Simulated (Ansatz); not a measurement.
Phonon calculation of InSb (part 1 of 2)

The run: phonon calculation of InSb (2 atoms in the cell). Method and program: DFT, PBEsol, PAW with Ansatz's default frozen-core files, scalar-relativistic; harmonic phonons by finite displacements, no spin polarisation (Ansatz 0.2.0).

The structure derives from an entry of the Crystallography Open Database. It belongs to a series of runs on one base structure; here: volume scaled by 1.015, PAW files. Figures and captions count atoms from 1; the log counts them from 0 in places.

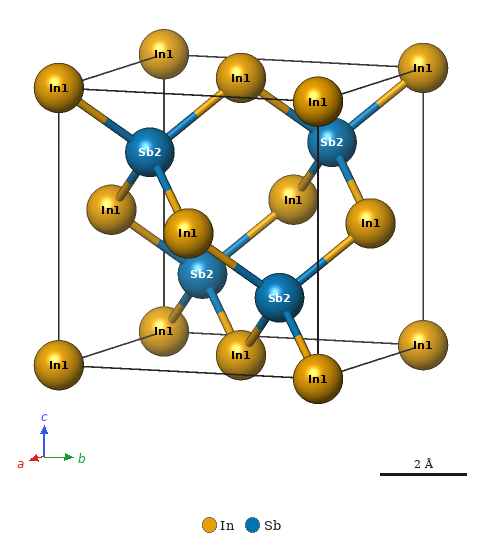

Figure 1. The structure as given in the input (ball-and-stick view of the cell 4 times as large as that of the calculation, set on its symmetry axes, seen slightly off an axis; atoms are numbered from 1 in the order of the input). An atom can appear more than once, as a periodic image. Near neighbours in the periodic cell (some may lie outside the picture): In has 4 Sb at 2.84 Å; Sb has 4 In at 2.84 Å.

**Key numbers**

| quantity | value |
| --- | --- |
| outcome | converged |
| space group (tolerance 0.01 Å) | F-43m (216) |
| electrons treated | 56 |
| free energy | −23867.2949 eV |
| Fermi energy | 6.984 eV |
| largest force (length of the vector) | under 0.001 eV/Å |
| hardware | 1 thread of Intel Xeon @ 2.90GHz (Ice Lake), 32 GiB of memory available, shared host |
| wall time | 7.7 min |
| peak memory | 0.94 GiB |

**The input**
```yaml
crystal:
  lattice:
    - [0.0, 3.27640936455, 3.27640936455]
    - [3.27640936455, 0.0, 3.27640936455]
    - [3.27640936455, 3.27640936455, 0.0]
  atoms:
    - { symbol: In, position: [0.0, 0.0, 0.0] }
    - { symbol: Sb, position: [0.75, 0.75, 0.75] }
kpoints:
  mp_grid: { grid: [10, 10, 10] }
scf:
  occupations: { method: fermi_dirac, width: 0.1 }
hamiltonian:
  xc: pbesol
  pseudopotentials: { kind: paw }
phonons:
  qmesh: [2, 2, 2]
  qpath:
    path:
      - [0.0, 0.0, 0.0]
      - [-0.5, -0.5, 0.0]
      - [-0.375, -0.375, 0.25]
      - [-0.375, 0.0, 0.375]
      - [0.0, 0.0, 0.0]
      - [0.0, 0.0, 0.5]
      - [-0.5, -0.25, 0.25]
      - [-0.5, -0.5, 0.0]
    npoints: 6
  temperatures: { t_min: 0, t_max: 1000, t_step: 100 }
```

Command:
```bash
ansatz run input.yaml --threads 1 --pin off --max-ram 3072MiB --backend cpu --events-out ev --progress --plain --runs-dir out
```

**Output**
```
Warning: phonons: the dynamical matrix that this run interpolates holds no multipole term above the dipole-dipole one, and a site of this crystal is no centre of inversion, so its interpolated transverse optical and acoustic branches and sound speeds can stay off near Gamma, and the density of states and the thermodynamics with them. What a run solves at a wave vector of phonons.qpoints, Gamma apart, where the deck admits one, is free of this, and under fd what a larger phonons.supercell samples
Engine: ansatz 0.2.0, x86_64-unknown-linux-gnu
Pseudopotentials: kind: paw
Pseudopotential: In, paw, valence charge 13, recommended cutoff 420 eV (normal), In.paw.azcp
Pseudopotential: Sb, paw, valence charge 15, recommended cutoff 420 eV (normal), Sb.paw.azcp
Functional definition: PBEsol
  exchange = pbesol_x
  correlation = pbesol_c
Crystal: 4 atoms, lattice volume = 140.687 Å³
Basis set: ecut = 420 eV, 2725 PW (Γ), FFT grids on a1, a2, −a1+a2+a3, exchange–correlation on 64×64×90 points (8 copies of the dense FFT grid, shifted against one another)
Bands: 36, of which v1, the nominal top of the filled ones, is band 28 counted from 1 (27 counted from 0)
Symmetry: 16 space group operations
k-points: 63 of 500 (time reversal used)
Non-local potential: In, projectors of the file, l = 0: 2, l = 1: 2, l = 2: 2, l = 3: 2
Non-local potential: Sb, projectors of the file, l = 0: 2, l = 1: 2, l = 2: 2, l = 3: 2
PAW form: soft (Blöchl's): semilocal exchange-correlation on the pseudo side does not see the compensation charge
PAW frozen core: In, regenerated for the run's functional, and the local potential with it (the file was generated under x = pbe(κ = 0.804, μ = 0.2195149727645171), c = pbe(β = 0.06672455060314922))
PAW frozen core: Sb, regenerated for the run's functional, and the local potential with it (the file was generated under x = pbe(κ = 0.804, μ = 0.2195149727645171), c = pbe(β = 0.06672455060314922))
PAW one-centre angular grid: In, 590 points (default); XC on 64 Gauss nodes
PAW one-centre angular grid: Sb, 590 points (default); XC on 64 Gauss nodes
Initial density: handed on by an earlier stage of this run
Initial wavefunctions: those handed on with the density
Functional: x = pbesol(κ = 0.804, μ = 0.12345679012345678), c = pbesol(β = 0.046)
SCF iter   1: F=—  HF=-23867.294877 eV  |F-HF|=—  |Δ(HF+E_count)|=         —  Δρ=5.33e-8  dr2=2.66e-12  ethr=1.12e-12  ⟨swp⟩=5.9  Hψ=7746  notcnv=0
preconditioner: auto → Resta (q_TF=auto, 2.340 Å⁻¹)  ε∞=2.8  [insulator: Δε(μ)=0.418 eV  Ē_g=13.819 eV  σ=0.100 eV  W_gap=0.77  n_scr=28 (ndim 8)  ℏωp=18.8 eV  f_vac=0.103  D(μ)=0.10/eV (n_scr^D=0)  ε∞_Penn≈2.8]
SCF iter   2: F=-23867.294877 eV  HF=-23867.294877 eV  |F-HF|=7.28e-12  |Δ(HF+E_count)|=  1.46e-11  Δρ=1.41e-8  dr2=2.02e-13  ethr=1.00e-12  ⟨swp⟩=3.0  Hψ=5422  notcnv=0
SCF 1 converged in 2 iterations: F = -23867.294877 eV  dr2 = 2.02e-13
  greatest PAW one-centre occupation: 0.996 electrons in one spin orbital (limit 2), on the Sb atom at site 3 (counted from 0), in its partial waves of l = 2
Crystal: 2 atoms, lattice volume = 70.344 Å³
Basis set: ecut = 420 eV, 1363 PW (Γ), exchange–correlation on 64×64×64 points (8 copies of the dense FFT grid, shifted against one another)
Bands: 18, of which v1, the nominal top of the filled ones, is band 14 counted from 1 (13 counted from 0)
Symmetry: 24 space group operations
k-points: 47 of 1000 (time reversal used)
Initial density: read from a saved state, or passed on in memory by an earlier SCF of this step, an earlier step, the calling program or the single point that the run made first
Initial wavefunctions: pseudopotential atomic-orbital guess
iter 1 solved again at ethr=6.05e-7 eV; its pass at ethr=3.10e-3 eV (dr2=1.70e-4 eV) is discarded
SCF iter   1: F=—  HF=-11933.647438 eV  |F-HF|=—  |Δ(HF+E_count)|=         —  Δρ=1.47e-6  dr2=2.19e-9  ethr=6.05e-7  ⟨swp⟩=3.0  Hψ=6567  notcnv=0
eigensolver tolerance schedule: the retry pair's looser diagonalisation over-reported the residual by 77271.86 of it (diagonalisation noise at an unbounded share of the residual, at the tolerance the schedule requests for it); recorded, not acted on — ethr = c·dr2/N_el stays at c = 1.0e-1
preconditioner: auto → none  [insulator: Δε(μ)=0.418 eV  Ē_g=13.824 eV  σ=0.100 eV  W_gap=0.77  n_scr=14 (ndim 8)  ℏωp=18.8 eV  f_vac=0.104  D(μ)=0.05/eV (n_scr^D=0)  ε∞_Penn≈2.8]
SCF iter   2: F=—  HF=-11933.647438 eV  |F-HF|=—  |Δ(HF+E_count)|=   5.26e-7  Δρ=1.31e-6  dr2=2.49e-9  ethr=7.84e-12  ⟨swp⟩=6.6  Hψ=3783  notcnv=0
SCF iter   3: F=-11933.647438 eV  HF=-11933.647438 eV  |F-HF|=3.66e-10  |Δ(HF+E_count)|=  7.29e-10  Δρ=6.60e-7  dr2=4.96e-10  ethr=7.84e-12  ⟨swp⟩=1.0  Hψ=2260  notcnv=0
SCF 2 converged in 3 iterations: F = -11933.647438 eV  dr2 = 4.96e-10
  greatest PAW one-centre occupation: 0.996 electrons in one spin orbital (limit 2), on the Sb atom at site 1 (counted from 0), in its partial waves of l = 2
k-points: 171 of 1000 (irreducible under 4 space group operations, time reversal used)
iter 1 solved again at ethr=5.39e-7 eV; its pass at ethr=3.10e-3 eV (dr2=1.51e-4 eV) is discarded
SCF iter   1: F=—  HF=-11933.646547 eV  |F-HF|=—  |Δ(HF+E_count)|=         —  Δρ=2.67e-5  dr2=8.41e-7  ethr=5.39e-7  ⟨swp⟩=3.0  Hψ=21349  notcnv=0  defer=331
preconditioner: auto → none  [insulator: Δε(μ)=0.000 eV  Ē_g=13.824 eV  n_scr=14 (ndim 8)  ℏωp=18.8 eV  f_vac=0.104  ε∞_Penn≈2.8]
SCF iter   2: F=—  HF=-11933.646548 eV  |F-HF|=—  |Δ(HF+E_count)|=   1.12e-6  Δρ=1.33e-5  dr2=1.00e-7  ethr=3.00e-9  ⟨swp⟩=3.0  Hψ=6020  notcnv=0  defer=229
SCF iter   3: F=—  HF=-11933.646548 eV  |F-HF|=—  |Δ(HF+E_count)|=   1.22e-8  Δρ=5.59e-6  dr2=1.64e-8  ethr=3.58e-10  ⟨swp⟩=2.7  Hψ=5229  notcnv=0  defer=230
SCF iter   4: F=—  HF=-11933.646548 eV  |F-HF|=—  |Δ(HF+E_count)|=    0.00e0  Δρ=9.75e-7  dr2=3.42e-10  ethr=5.85e-11  ⟨swp⟩=2.1  Hψ=3716  notcnv=0  defer=229
SCF iter   5: F=-11933.646548 eV  HF=-11933.646548 eV  |F-HF|=3.64e-12  |Δ(HF+E_count)|=  1.64e-10  Δρ=1.68e-7  dr2=1.57e-11  ethr=1.00e-12  ⟨swp⟩=6.2  Hψ=12009  notcnv=0
WARN: a fill by count may have filled part of one level: at k-index 0 the highest filled band, 6.811251 eV, and the lowest empty band, 6.811251 eV, stand 1.954e-14 eV apart, within the solve's uncertainty, 1.000e-5 eV. If they are one level, whatever splits it, however little, can move the result. A smearing (`scf.occupations.method` with a `width`) well over the split that the run's distortions make, where the deck can take one, can fill the level evenly. On an open shell (a free atom, a radical) an even fill, a smearing's or one that the run's symmetry operations hold, can lie tenths of an eV above a state that splits the level, and an energy difference taken against it is then off by as much. To look for that state on an open shell, re-run with `crystal.symmetry.detect: false`, without `crystal.symmetry.time_reversal: true` (on a non-collinear deck from a starting moment too), where the deck allows it, and compare the energies; that run can end on one of several states, or fail to converge. If the gap is true, a tighter SCF threshold (`scf.convergence.dr2_threshold`, or `saddle.dr2_threshold`, `phonons.dr2_threshold` by `fd` or `hamiltonian.hubbard.lr.dr2_threshold` where that key governs the SCF) lowers that uncertainty; where it stays it is the eigensolver's: a larger `scf.n_extra_bands` or, on support functions, `scf.eigensolver.kind: davidson` lowers it. See `scf.occupations.method`, Limitations, in the input reference
SCF 3 converged in 5 iterations: F = -11933.646548 eV  dr2 = 1.57e-11
NSCF: frozen V_eff on 29 k-points
phonons: the run's symmetry doesn't show that the Born effective charges vanish, and it interpolates frequencies without the dipole-dipole term. In a polar insulator or semiconductor they then lack LO-TO splitting, and the branches near Gamma, sound speeds, density of states, thermodynamics and thermal conductivity can be off. Where the input admits it, phonons.dielectric: true or phonons.non_analytic_term supplies the term (a sheet's or wire's own needs phonons.isolated: true). The run goes on without its unit cell's response to a homogeneous field, whose tensors the term is made of, since a DFPT response about bands that are each full or empty needs each spin channel's highest filled band to stand apart from its lowest empty one at every k-point that it solves. Channel 0 fills its lowest 14 bands, and at k = (0, 0, 0) (k in fractional coordinates) the highest filled band, 6.811251 eV, and the lowest empty band, 6.811251 eV, cannot be told apart: 1.954e-14 eV apart, within the solve's uncertainty, 1.000e-5 eV. If they are one level, only part of it is filled, and the response would follow whichever part the eigensolver returned. If the two levels are distinct, lower that uncertainty (tighten scf.convergence.dr2_threshold (if unset, the value in force may already be tighter than the key's default, set by another part of the input; each SCF's setup event in the run's event stream (--events-out) reports it as dr2_threshold_ev); where that does not lower it, raise scf.n_extra_bands). Where the level is cut at k + q alone, scf.occupations.method: fixed can fill it evenly if scf.n_extra_bands reaches past it. Otherwise scf.occupations.method: fermi_dirac with the default scf.occupations.width fills such a level evenly, which leaves it partly filled; phonons of such a state are solved with smeared occupations, and only at a wavevector that carries the k mesh onto itself, and their frequencies are to be checked against a denser k mesh; the response to a homogeneous field is undefined for such a state. See scf.occupations.method, Limitations, in the input reference. phonons.dielectric: true is no way round that: under method: fd it ends the run on it; phonons.dielectric: false leaves the calculation out
Symmetry: 4 space group operations
k-points: 108 of 500 (time reversal used)
iter 1 solved again at ethr=1.24e-8 eV; its pass at ethr=3.10e-3 eV (dr2=6.92e-6 eV) is discarded
SCF iter   1: F=—  HF=-23867.294857 eV  |F-HF|=—  |Δ(HF+E_count)|=         —  Δρ=7.29e-5  dr2=3.49e-6  ethr=1.24e-8  ⟨swp⟩=3.0  Hψ=18257  notcnv=0  defer=91
preconditioner: auto → Resta (q_TF=auto, 2.340 Å⁻¹)  ε∞=2.8  [insulator: Δε(μ)=0.414 eV  Ē_g=13.819 eV  σ=0.100 eV  W_gap=0.77  n_scr=28 (ndim 8)  ℏωp=18.8 eV  f_vac=0.103  D(μ)=0.10/eV (n_scr^D=0)  ε∞_Penn≈2.8]
SCF iter   2: F=—  HF=-23867.294853 eV  |F-HF|=—  |Δ(HF+E_count)|=   3.68e-6  Δρ=3.34e-5  dr2=8.39e-7  ethr=6.23e-9  ⟨swp⟩=2.0  Hψ=4688  notcnv=0  defer=91
SCF iter   3: F=—  HF=-23867.294853 eV  |F-HF|=—  |Δ(HF+E_count)|=   1.70e-7  Δρ=5.87e-6  dr2=4.31e-8  ethr=1.50e-9  ⟨swp⟩=2.5  Hψ=5173  notcnv=0  defer=91
SCF iter   4: F=—  HF=-23867.294853 eV  |F-HF|=—  |Δ(HF+E_count)|=   5.06e-9  Δρ=1.00e-6  dr2=1.62e-9  ethr=7.69e-11  ⟨swp⟩=2.2  Hψ=4699  notcnv=0  defer=91
SCF iter   5: F=—  HF=-23867.294853 eV  |F-HF|=—  |Δ(HF+E_count)|=   1.54e-9  Δρ=2.53e-7  dr2=1.54e-10  ethr=2.89e-12  ⟨swp⟩=2.3  Hψ=5276  notcnv=0  defer=91
SCF iter   6: F=—  HF=-23867.294853 eV  |F-HF|=—  |Δ(HF+E_count)|=  1.16e-10  Δρ=6.82e-8  dr2=1.51e-11  ethr=1.00e-12  ⟨swp⟩=2.2  Hψ=4493  notcnv=0  defer=91
SCF iter   7: F=-23867.294853 eV  HF=-23867.294853 eV  |F-HF|=3.64e-12  |Δ(HF+E_count)|=  7.28e-12  Δρ=2.38e-8  dr2=1.30e-12  ethr=1.00e-12  ⟨swp⟩=6.0  Hψ=15579  notcnv=0
SCF 4 converged in 7 iterations: F = -23867.294853 eV  dr2 = 1.30e-12
Symmetry: 2 space group operations
k-points: 141 of 500 (time reversal used)
iter 1 solved again at ethr=6.47e-9 eV; its pass at ethr=3.10e-3 eV (dr2=3.62e-6 eV) is discarded
SCF iter   1: F=—  HF=-23867.294863 eV  |F-HF|=—  |Δ(HF+E_count)|=         —  Δρ=7.22e-5  dr2=3.42e-6  ethr=6.47e-9  ⟨swp⟩=3.2  Hψ=23923  notcnv=0  defer=106
SCF iter   2: F=—  HF=-23867.294859 eV  |F-HF|=—  |Δ(HF+E_count)|=   3.90e-6  Δρ=3.03e-5  dr2=5.31e-7  ethr=6.11e-9  ⟨swp⟩=2.0  Hψ=6314  notcnv=0  defer=106
SCF iter   3: F=—  HF=-23867.294859 eV  |F-HF|=—  |Δ(HF+E_count)|=   5.56e-8  Δρ=7.48e-6  dr2=5.15e-8  ethr=9.48e-10  ⟨swp⟩=2.0  Hψ=6360  notcnv=0  defer=106
SCF iter   4: F=—  HF=-23867.294859 eV  |F-HF|=—  |Δ(HF+E_count)|=   4.65e-9  Δρ=6.67e-7  dr2=5.88e-10  ethr=9.20e-11  ⟨swp⟩=2.0  Hψ=5829  notcnv=0  defer=106
SCF iter   5: F=—  HF=-23867.294859 eV  |F-HF|=—  |Δ(HF+E_count)|=  6.77e-10  Δρ=2.23e-7  dr2=7.73e-11  ethr=1.05e-12  ⟨swp⟩=2.1  Hψ=8779  notcnv=0  defer=106
SCF iter   6: F=—  HF=-23867.294859 eV  |F-HF|=—  |Δ(HF+E_count)|=  5.09e-11  Δρ=6.78e-8  dr2=6.97e-12  ethr=1.00e-12  ⟨swp⟩=1.0  Hψ=4953  notcnv=0  defer=106
SCF iter   7: F=-23867.294859 eV  HF=-23867.294859 eV  |F-HF|=7.28e-12  |Δ(HF+E_count)|=    0.00e0  Δρ=1.75e-8  dr2=4.05e-13  ethr=1.00e-12  ⟨swp⟩=5.6  Hψ=18941  notcnv=0
SCF 5 converged in 7 iterations: F = -23867.294859 eV  dr2 = 4.05e-13
k-points: 156 of 500 (time reversal used)
iter 1 solved again at ethr=1.42e-8 eV; its pass at ethr=3.10e-3 eV (dr2=7.94e-6 eV) is discarded
```
